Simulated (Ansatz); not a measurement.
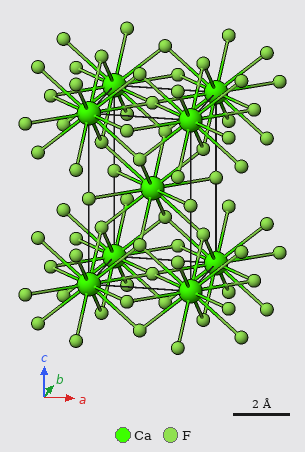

This is the input geometry for a relaxation of crystalline CaF3 (set up in I4/mmm). Style: ball-and-stick. Shown: the conventional cell (2 times the calculation's cell), slightly off an axis. Lengths and directions refer to the drawn axes.

Case: no spin polarisation.

These are results of DFT PBEsol, scalar-relativistic, plane waves, PAW in Ansatz 0.2.0, not measurements.

Input file:
```yaml
crystal:
  lattice:
    - [-1.899407, 1.899407, 3.222683]
    - [1.899407, -1.899407, 3.222683]
    - [1.899407, 1.899407, -3.222683]
  atoms:
    - { symbol: Ca, position: [0.0, 0.0, 0.0] }
    - { symbol: F, position: [0.75, 0.25, 0.5] }
    - { symbol: F, position: [0.25, 0.75, 0.5] }
    - { symbol: F, position: [0.5, 0.5, 0.0] }
basis:
  ecutwfc: 420
kpoints:
  mp_grid: { grid: [16, 16, 16] }
hamiltonian:
  xc: pbesol
scf:
  occupations: { method: gaussian, width: 0.1 }
  lower_state_search: "off"
output:
  forces: true
  stress: true
  eigenvalues: true
relax:
  adjacent_minimum: "off"
  f_tol: 0.01
  max_steps: 60
  cell: { stress_tol: 0.05 }
```

Launched with:
```bash
ansatz run input.yaml --threads 1 --pin off --max-ram 2560MiB --backend cpu --events-out ev --progress --plain --runs-dir out
```

Predict the outcome.

Answer. After 5 accepted moves (8 points after the start) the energy has fallen by 29.2 meV per cell of the calculation. All forces vanish by symmetry, so only the cell relaxes. The pressure goes from −3.60 to 0.00 GPa. At 3 points the geometry stayed and the basis and grid were re-selected for the new cell (energy shift of 7.0 meV per cell of the calculation at most each time). No atom moves by more than 0.005 Å relative to the cell. Cell: a = b 3.799 → 3.802 Å (+0.1 %), c 6.445 → 6.154 Å (−4.5 %). Volume −4.4 %. Some distances before and after: Ca1–F2 2.491 → 2.445 Å. Among the angles between lasting bonds that change: Ca1–F2–Ca1 99.4° → 102.0°. The space group stays I4/mmm (No. 139).

Step by step:

```csv
step,"E − E(0), meV/atom","pressure, GPa","volume, Å³/atom",note
0,0.00,-3.60,11.627,
1,-8.61,-0.04,11.155,
2,-8.84,0.08,11.143,
3,-8.92,0.04,11.154,
4,-7.17,-0.32,11.154,"same geometry, new basis"
5,-7.44,0.00,11.118,
6,-7.29,-0.01,11.118,"same geometry, new basis"
7,-7.30,0.00,11.118,
8,-7.29,0.00,11.118,"same geometry, new basis"
```

After the run, drawn alike:

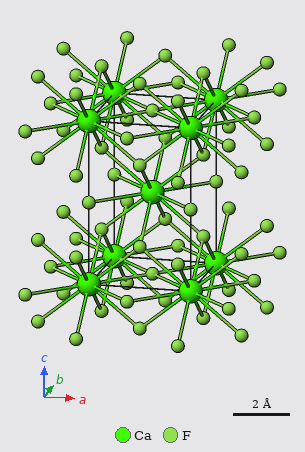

Limits of the set-up: an odd number of electrons was run without spin polarisation, which fails if the electron would localise.
